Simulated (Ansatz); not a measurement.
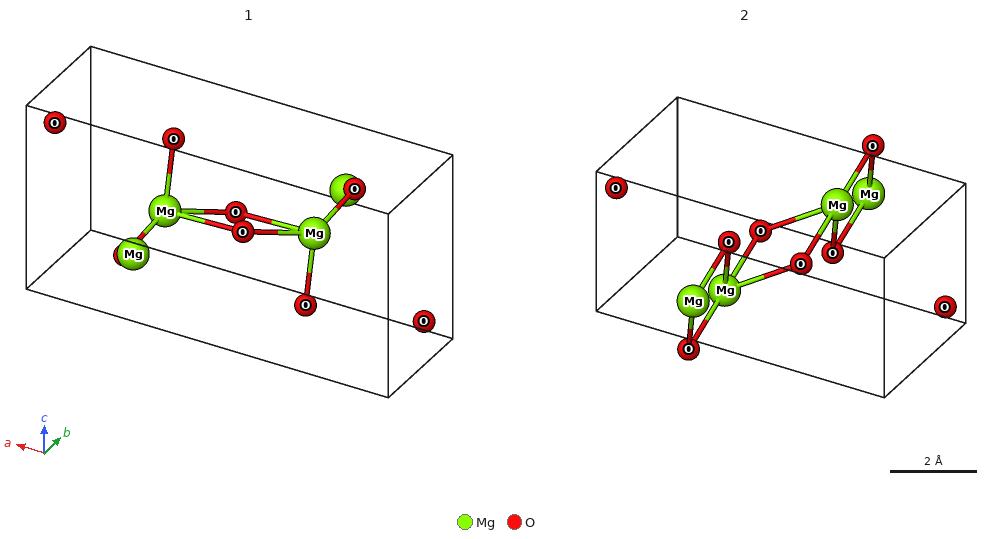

Two geometries of a crystal of MgO2 (a generated structure, set up in Pnma) (coarse preliminary run), drawn at one scale. One is the start of a relaxation, the other its converged end. The picture is a ball-and-stick view of the cell of the calculation, seen from a free direction.

These are results of DFT PBEsol, scalar-relativistic, plane waves, PAW (Ansatz), not measurements. Set-up: plane-wave cutoff 420 eV; k-point mesh 2 × 6 × 4; occupations gaussian; smearing width 0.1 eV; collinear spin; cell and atoms relaxed; force threshold 0.05 eV/Å; at most 60 steps.

### Which one is relaxed?

Structure 2 is the relaxed one. Case: Al → Mg on all its sites, cell and atoms relaxed. Over 28 accepted moves (32 points after the start) the energy falls by 5.920 eV per cell of the calculation. Largest force component: 0.61 eV/Å at the start, 0.0065 eV/Å at the end. The pressure goes from 10.57 to 0.11 GPa. At 4 points the geometry stayed and the basis and grid were re-selected for the new cell (energy shift of 0.116 eV per cell of the calculation at most each time). The largest moves relative to the cell, 1.88 Å, are those of O atoms. By element the largest moves are O 1.88 Å, Mg 1.17 Å. The volume changes by −23.7 %, with a 9.709 → 7.729 Å (−20.4 %), b 3.022 → 3.812 Å (+26.1 %), c 5.021 → 3.819 Å (−23.9 %). Some distances before and after: Mg–O 4.872 → 2.138 Å, Mg–O 3.642 → 2.138 Å, Mg–O 1.887 → 2.140 Å, Mg–O 1.981 → 2.140 Å. New bonds form, among them: Mg–O (3.64 → 2.14 Å), Mg–O (4.87 → 2.14 Å). Bond angles that change, for instance: O–Mg–O 140.8° → 180.0°, O–Mg–O 87.2° → 126.2°, Mg–O–Mg 87.2° → 126.2°. The space group (tolerance 0.01 Å) goes from Pnma (No. 62) to I4/mmm (No. 139). The program noted that the starting moments weren't kept. The run took 9.1 min on 2 threads of Arm Neoverse V1, on a shared host, peak memory 0.62 GiB.
